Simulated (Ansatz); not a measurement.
Run report: PtSe4, single-point calculation

- system: PtSe4 (slab, 5 atoms in the cell)
- method: DFT PBEsol, scalar-relativistic, plane waves, PAW, no spin polarisation (Ansatz 0.2.0)

The structure derives from an entry of the Crystallography Open Database. It belongs to a series of runs on one base structure; here: (0 0 1) slab cut from the bulk. Figures and captions count atoms from 1; the log counts them from 0 in places.

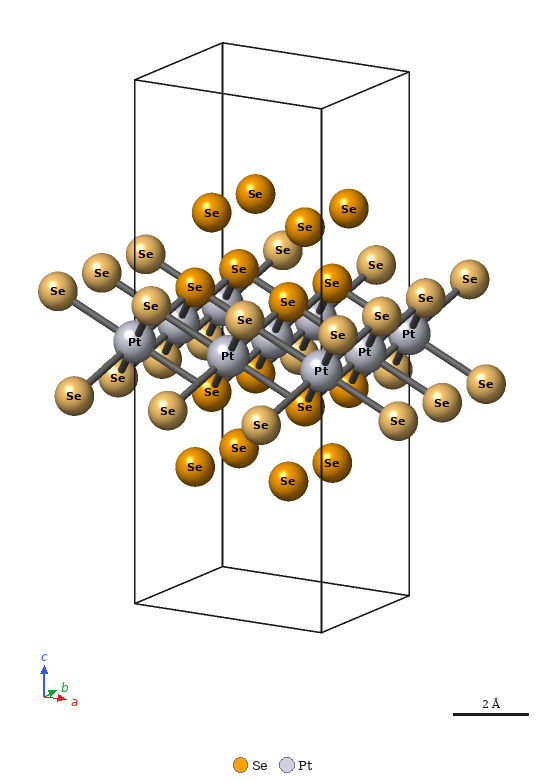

The input geometry (ball-and-stick view of the 2 × 2 repeat of the cell, with the vacuum cut short, seen slightly off an axis; neighbours outside the cell are drawn fainter).

### Input
```yaml
crystal:
  lattice:
    - [3.7603063796, 0.0, 0.0]
    - [-1.8801531898, 3.2565208507, 0.0]
    - [0.0, 0.0, 22.1900263333]
  atoms:
    - { symbol: Se, position: [0.3333333333, 0.6666666667, 0.3379896845] }
    - { symbol: Se, position: [0.6666666667, 0.3333333333, 0.4428469366] }
    - { symbol: Pt, position: [0.0, 0.0, 0.5] }
    - { symbol: Se, position: [0.3333333333, 0.6666666667, 0.5571530634] }
    - { symbol: Se, position: [0.6666666667, 0.3333333333, 0.6620103155] }
basis:
  ecutwfc: 420
kpoints:
  mp_grid: { grid: [9, 9, 1] }
hamiltonian:
  xc: pbesol
scf:
  occupations: { method: gaussian, width: 0.1 }
output:
  forces: true
  eigenvalues: true
  write_density: true
  write_potential: true
  elf: true
  volumetric_format: npy
efield:
  axis: 3
  dipole_correction: true
  ramp_width: 0.04
```

Hardware: 2 threads of Arm Neoverse V2, 24 GiB of memory available, shared host.

Command:
```bash
ansatz run input.yaml --threads 2 --pin off --max-ram 5632MiB --backend cpu --events-out ev --progress --plain --runs-dir out
```

### What the program printed
```
Engine: ansatz 0.2.0, aarch64-unknown-linux-gnu
Pseudopotentials: kind: paw
Pseudopotential: Se, paw, valence charge 16, recommended cutoff 420 eV (normal), Se.paw.azcp
Pseudopotential: Pt, paw, valence charge 18, recommended cutoff 420 eV (normal), Pt.paw.azcp
Functional definition: PBEsol
  exchange = pbesol_x
  correlation = pbesol_c
Crystal: 5 atoms, lattice volume = 271.728 Å³
Basis set: ecut = 420 eV, 5331 PW (Γ), exchange–correlation on 54×54×300 points (8 copies of the dense FFT grid, shifted against one another)
Bands: 50, of which v1, the nominal top of the filled ones, is band 41 counted from 1 (40 counted from 0)
Symmetry: 6 space group operations
k-points: 12 of 81 (time reversal used)
Non-local potential: Se, projectors of the file, l = 0: 2, l = 1: 2, l = 2: 3, l = 3: 1
Non-local potential: Pt, projectors of the file, l = 0: 3, l = 1: 2, l = 2: 2, l = 3: 1
PAW form: soft (Blöchl's): semilocal exchange-correlation on the pseudo side does not see the compensation charge
PAW frozen core: Se, regenerated for the run's functional, and the local potential with it (the file was generated under x = pbe(κ = 0.804, μ = 0.2195149727645171), c = pbe(β = 0.06672455060314922))
PAW frozen core: Pt, regenerated for the run's functional, and the local potential with it (the file was generated under x = pbe(κ = 0.804, μ = 0.2195149727645171), c = pbe(β = 0.06672455060314922))
PAW one-centre angular grid: Se, 590 points (default); XC on 64 Gauss nodes
PAW one-centre angular grid: Pt, 590 points (default); XC on 64 Gauss nodes
Initial density: superposition of atomic densities (neutral atoms: chi_scale 0, normalization atom), corrected by the library's trained network
Initial wavefunctions: pseudopotential atomic-orbital guess
Functional: x = pbesol(κ = 0.804, μ = 0.12345679012345678), c = pbesol(β = 0.046)
SCF iter   1: F=—  HF=-34078.680545 eV  |F-HF|=—  |Δ(HF+E_count)|=         —  Δρ=4.20e-3  dr2=2.11e-1  ethr=1.77e-3  p=0.000 e·Å  D=1.81e-13 V/Å  ΔV_dip=-0.00 eV  dr2_dipole=8.42e-7  V_vac-E_F(+/−)=6.12/6.12 eV  ⟨swp⟩=7.9  Hψ=2433  notcnv=0  defer=7
efield: sawtooth ramp at fractional position 0.9800 (placed from the atoms, in the widest stretch of the axis that holds none; the zero of the levels goes with the place), width 0.0400; the density the first Hamiltonian is built on has a dipole p = 0.000 e·Å; the dipole correction subtracts the counter field D = 1.81e-13 V/Å, which shifts the + side's vacuum level by -0.00 eV against the − side's; the planar-averaged density in the ramp window peaks in size at 1.8e-5 e/Å³
preconditioner: auto → LDOS  [metal: Δε(μ)=0.068 eV  Ē_g=9.427 eV  σ=0.100 eV  W_gap=0.35  n_scr=56 (ndim 8)  ℏωp=13.1 eV  f_vac=0.540  D(μ)=4.35/eV (n_scr^D=12)  β→1.0]
SCF iter   2: F=—  HF=-34078.664626 eV  |F-HF|=—  |Δ(HF+E_count)|=   1.59e-2  Δρ=2.04e-3  dr2=1.31e-2  ethr=2.58e-4  p=0.000 e·Å  D=4.55e-5 V/Å  ΔV_dip=-0.00 eV  dr2_dipole=5.48e-7  V_vac-E_F(+/−)=6.13/6.13 eV  ⟨swp⟩=2.2  Hψ=936  notcnv=0  defer=41
SCF iter   3: F=—  HF=-34078.662145 eV  |F-HF|=—  |Δ(HF+E_count)|=   2.48e-3  Δρ=3.94e-4  dr2=6.98e-4  ethr=1.59e-5  p=0.000 e·Å  D=1.64e-5 V/Å  ΔV_dip=-0.00 eV  dr2_dipole=3.27e-9  V_vac-E_F(+/−)=6.12/6.12 eV  ⟨swp⟩=2.0  Hψ=1018  notcnv=0  defer=41
SCF iter   4: F=—  HF=-34078.661803 eV  |F-HF|=—  |Δ(HF+E_count)|=   3.42e-4  Δρ=1.38e-4  dr2=6.61e-5  ethr=8.52e-7  p=0.000 e·Å  D=8.46e-6 V/Å  ΔV_dip=-0.00 eV  dr2_dipole=4.67e-9  V_vac-E_F(+/−)=6.13/6.13 eV  ⟨swp⟩=2.0  Hψ=1001  notcnv=0  defer=41
SCF iter   5: F=—  HF=-34078.661885 eV  |F-HF|=—  |Δ(HF+E_count)|=   8.23e-5  Δρ=7.92e-5  dr2=2.38e-5  ethr=8.06e-8  p=0.000 e·Å  D=3.15e-6 V/Å  ΔV_dip=-0.00 eV  dr2_dipole=6.12e-10  V_vac-E_F(+/−)=6.13/6.13 eV  ⟨swp⟩=3.0  Hψ=1240  notcnv=0  defer=41
SCF iter   6: F=—  HF=-34078.661887 eV  |F-HF|=—  |Δ(HF+E_count)|=   1.83e-6  Δρ=1.84e-5  dr2=1.70e-6  ethr=2.90e-8  p=0.000 e·Å  D=2.38e-7 V/Å  ΔV_dip=-0.00 eV  dr2_dipole=1.95e-11  V_vac-E_F(+/−)=6.13/6.13 eV  ⟨swp⟩=2.0  Hψ=743  notcnv=0  defer=41
SCF iter   7: F=-34078.661887 eV  HF=-34078.661887 eV  |F-HF|=8.74e-8  |Δ(HF+E_count)|=   2.39e-7  Δρ=4.69e-6  dr2=7.28e-8  ethr=1.22e-10  p=-0.000 e·Å  D=-1.28e-7 V/Å  ΔV_dip=0.00 eV  dr2_dipole=6.17e-12  V_vac-E_F(+/−)=6.13/6.13 eV  ⟨swp⟩=17.2  Hψ=4976  notcnv=0
SCF 1 converged in 7 iterations: F = -34078.661887 eV  dr2 = 7.28e-8
  greatest PAW one-centre occupation: 1.000 electrons in one spin orbital (limit 2), on the Pt atom at site 2 (counted from 0), in its partial waves of l = 0
WARN: The output density's exchange-correlation potential varies sharply where the density is thin. Do not read a vacuum level from v_tot or v_xc, or from such a field of the output density. On a cell that repeats whose density bears no net charge and no dipole along the vacuum's axis use v_es (v_loc + v_h of the components); under efield.dipole_correction with no amplitude use v_es + v_field, which holds any external_charges[].barrier, or the levels of the report's work_function block, which leave it out; under a non-zero efield.amplitude the vacuum is tilted and has no level; on a cell that repeats and bears such a dipole with no correction it is tilted too, and efield.dipole_correction with no amplitude gives each side of its ramp a level where efield: is served; in a cell that repeats whose density bears a net charge (total_charge, or a fill off its count) it is curved and has none; of a slab under crystal.periodic whose density bears no net charge use v_es, which has a level on each side, short of where the two are joined; of another it falls or rises all the way out and has none; of a slab beside external_charges read slab_vacuum_level instead, which it has where they leave it neutral. The grid or the basis barely resolves most such structure, and the values can differ between equally converged runs; as a rule a tighter scf.convergence.dr2_threshold does not remove it. Where the density itself ripples (under the LDA too) a higher basis.ecutwfc lessens it. The files hold the spikes' plane waves up to the density's cutoff. Files: v_tot_of_output_density and the like, and their columns of v_z.tsv (output.write_potential); v_xc_of_output_density and the like, and their columns of v_comp_z.tsv (output.write_potential_components). Measured: with its Gaussian average of σ = 0.25 Å subtracted twice, the exchange-correlation potential is over 0.1 eV at 9 of the grid points where the equally averaged density (valence and model cores) is under 1e-3 e/Å³, and 0.274 eV at the most among them, at an averaged density of 3.2e-9 e/Å³. The input density's (outcome.potential() and, of a run that writes arrays, v_tot and v_xc) is over 0.1 eV, so measured, at 424 points of its own thin density, 0.254 eV at the most. See output.write_potential in the manual, Limitations
SCF converged after 7 iterations
Free energy (F): -34078.661887 eV
Harris-Foulkes:  -34078.661887 eV  (|F-HF|=8.74e-8)
Internal energy: -34078.637976 eV  (E = F + TS)
E sigma→0 (E₀):  -34078.649932 eV
Entropy (-TS):   -0.023911 eV (-4.782 meV/atom)
Fermi energy:    0.493146 eV
Dipole field:    D = 0.000003 V/Å  (p = 0.000004 e·Å, saw-weighted, corrected)
Work function:   Φ+ = 6.1279 eV   Φ− = 6.1279 eV
Levels:          The Fermi level and band energies are counted from a zero that moves with the ramp; work functions are not
--- Per-component energies (eV) ---
  E_band       = -2568.193456
  E_kinetic    = 1099.788101
  E_local      = -83360.124774  (includes V_loc(G=0)·N_el)
  E_nonlocal   = -2161.575462
  E_hartree    = 40984.210581
  E_xc         = -666.241649
  E_vxc        = -684.982713  (∫ρ·V_xc dr)
  E_paw        = -16792.597942  (= ΣΔE_a)
  E_vpaw       = 570.267933  (= ΣTr[D̂ρ^β])
  E_aug_tail   = -0.002216  (compensation charges beyond the density's cutoff)
  E_efield     = 0.000000  (sawtooth field / dipole correction)
  E_vefield    = 0.000000  (∫n·V_field dr)
  E_ewald      = 26813.584602
  E_core_change = 4.320783  (= ΣΔE_core)
  E_smearing   = -0.023911  (= −TS)
  E_closure    = 0.000000  (closes the sum)
  Σ components = -34078.661887   (vs F -34078.661887, Δ=0.00e0)
--- Forces (eV/Å), atoms counted from 1 ---
  atom   1  Se     0.00000000     0.00000000     0.76240800
  atom   2  Se     0.00000000    -0.00000000    -0.89159357
  atom   3  Pt     0.00000000     0.00000000    -0.00000011
  atom   4  Se    -0.00000000     0.00000000     0.89159350
  atom   5  Se     0.00000000    -0.00000000    -0.76240794
  max |Σ_I F_I| component: 1.07e-7 eV/Å
--- Band table (eV; the first three rows and the last of 12) ---
  k-point 0: bands = ["-98.2936", "-52.5407", "-52.5407", "-52.3933", "-47.9739", "-47.9736", "-47.9654", "-47.9654", "-47.9619", "-47.9619", "-47.9327", "-47.9327", "-47.9308", "-47.9308", "-46.9293", "-46.9293", "-46.9293", "-46.9293", "-46.8718", "-46.8718", "-46.8718", "-46.8718", "-46.8526", "-46.8526", "-14.5391", "-12.9248", "-11.4612", "-11.1172", "-5.3454", "-5.3454", "-5.2807", "-2.8361", "-2.8361", "-1.9188", "-1.4613", "-0.5232", "-0.5232", "0.0899", "1.0963", "1.0963", "1.2763", "1.2912", "1.2912", "2.8795", "2.8795", "4.8949", "5.6660", "6.3498", "6.5090", "7.5265"]
  k-point 1: bands = ["-98.2936", "-52.5417", "-52.5410", "-52.3933", "-47.9739", "-47.9736", "-47.9653", "-47.9651", "-47.9623", "-47.9620", "-47.9326", "-47.9326", "-47.9310", "-47.9308", "-46.9293", "-46.9293", "-46.9292", "-46.9292", "-46.8718", "-46.8718", "-46.8718", "-46.8718", "-46.8526", "-46.8526", "-14.4088", "-12.8960", "-11.3958", "-11.1105", "-5.3690", "-5.2616", "-5.1777", "-3.0863", "-2.9618", "-1.7903", "-1.6835", "-1.0226", "-0.5183", "0.1611", "0.6551", "0.9071", "0.9488", "1.2368", "1.5699", "2.3350", "2.7604", "5.6149", "6.0670", "6.4483", "6.5366", "7.3373"]
  k-point 2: bands = ["-98.2936", "-52.5443", "-52.5417", "-52.3931", "-47.9738", "-47.9736", "-47.9649", "-47.9644", "-47.9632", "-47.9622", "-47.9324", "-47.9321", "-47.9316", "-47.9309", "-46.9293", "-46.9293", "-46.9290", "-46.9290", "-46.8719", "-46.8719", "-46.8718", "-46.8718", "-46.8525", "-46.8525", "-14.0459", "-12.8337", "-11.2275", "-11.0777", "-5.3865", "-5.0539", "-4.9613", "-3.8933", "-3.1628", "-2.2494", "-1.3755", "-1.1342", "-0.7310", "-0.7297", "-0.3084", "0.5970", "0.6738", "1.0673", "1.1910", "2.3456", "2.6331", "5.5832", "6.7375", "6.9205", "7.1056", "7.8639"]
  k-point 11: bands = ["-98.2934", "-52.5470", "-52.5470", "-52.3928", "-47.9737", "-47.9737", "-47.9657", "-47.9632", "-47.9632", "-47.9624", "-47.9324", "-47.9320", "-47.9320", "-47.9307", "-46.9289", "-46.9289", "-46.9289", "-46.9289", "-46.8719", "-46.8719", "-46.8719", "-46.8719", "-46.8523", "-46.8523", "-12.8139", "-12.8139", "-10.8582", "-10.8582", "-5.6595", "-5.1383", "-5.1383", "-3.8864", "-3.8864", "-2.9411", "-2.5696", "-1.6793", "-1.6793", "-1.0329", "-0.6098", "-0.6098", "-0.5358", "0.1819", "0.1819", "2.5647", "2.5647", "6.1333", "8.6447", "8.6737", "9.0507", "9.0507"]
```

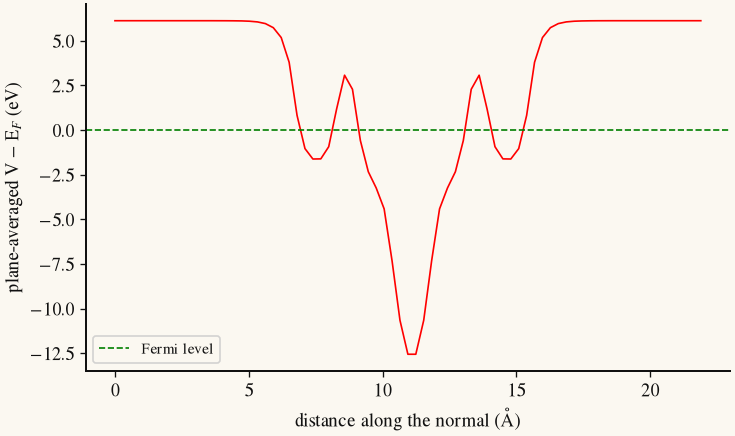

Plane average of the electrostatic potential energy of an electron across the cell, from the Fermi level. The vacuum level lies 6.13 eV above the Fermi level.

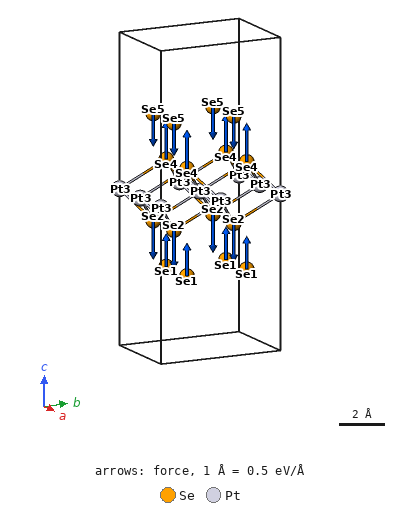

Forces on the atoms as blue arrows (ball-and-stick view of the 2 × 2 repeat of the cell, with the vacuum cut short, seen slightly off an axis; atoms are numbered from 1 in the order of the input). The largest act on Se2, Se4 (0.89 eV/Å); Se1, Se5 (0.76 eV/Å). The geometry is not a stationary point of this energy.

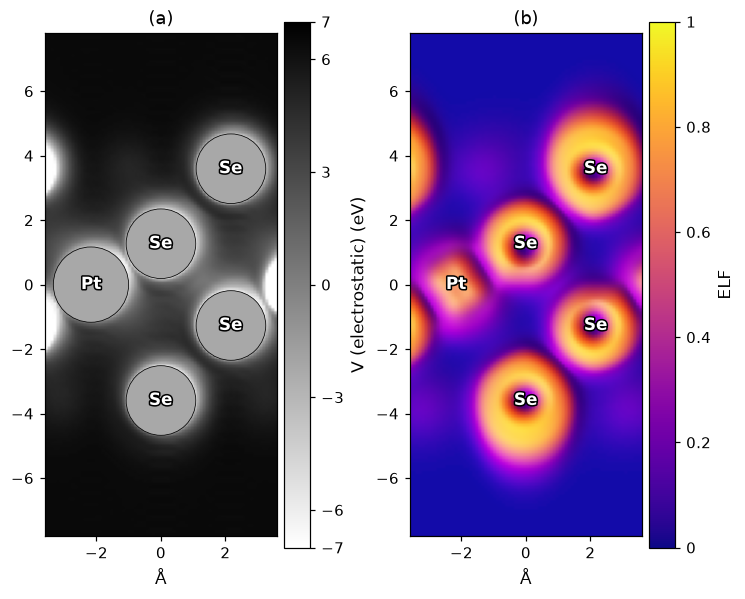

(a) electrostatic potential energy of an electron; (b) electron localisation function on the (110) plane of the calculation cell, a cut from vacuum to vacuum. Grey discs, where drawn, cover atomic cores. Atoms in the plane: Se and Pt. Pt–Se (2.51 Å): the ELF is about 0.45 at the midpoint. The strong features right at Pt lie inside the PAW spheres (semicore, d or f shells) and say nothing about bonding. The fields are those of the smooth PAW valence density.

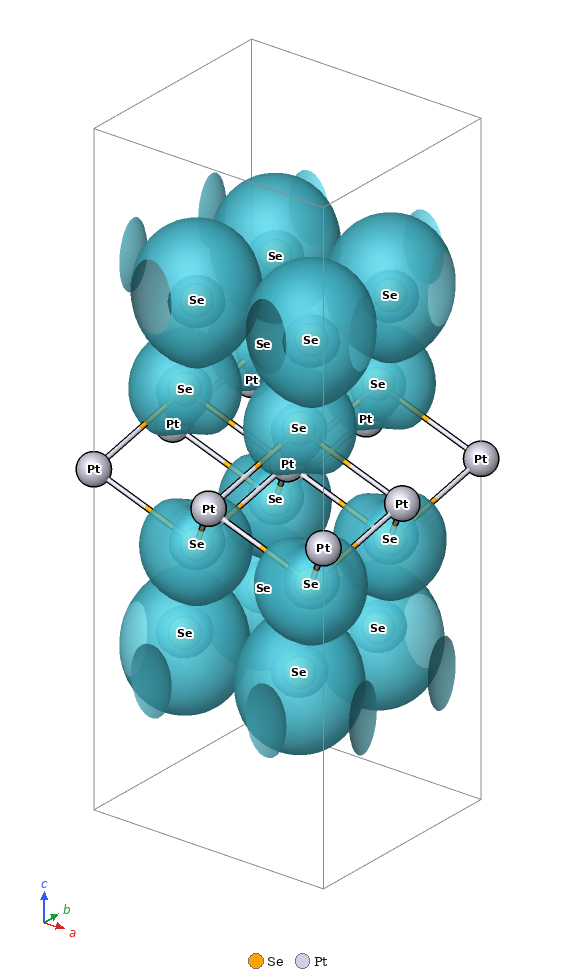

Isosurface of the ELF at 0.65 (cyan), seen slightly off an axis. Only the valence region is drawn (cores and ρ < 0.01 e/Å³ removed). Sticks mark near contacts. Counts are for one cell; the picture repeats the cell along the surface. Profiles from the grid: Pt–Se (2.51 Å): the ELF is about 0.45 at the midpoint.

### Summary

| quantity | value |
| --- | --- |
| outcome | converged |
| electrons treated | 82 |
| free energy | −34078.6619 eV |
| work function, top face | 6.13 eV |
| work function, bottom face | 6.13 eV |
| Fermi energy | 0.493 eV |
| gap on the k-point mesh | none (metallic) |
| work function (upper face) | 6.13 eV |
| largest force (length of the vector) | 0.892 eV/Å |
| wall time | 10 s (CPU time 19 s) |
| peak memory | 0.54 GiB |

The program warns: the exchange-correlation potential is rough where the density is thin. Spin–orbit coupling is left out, which matters for Pt.
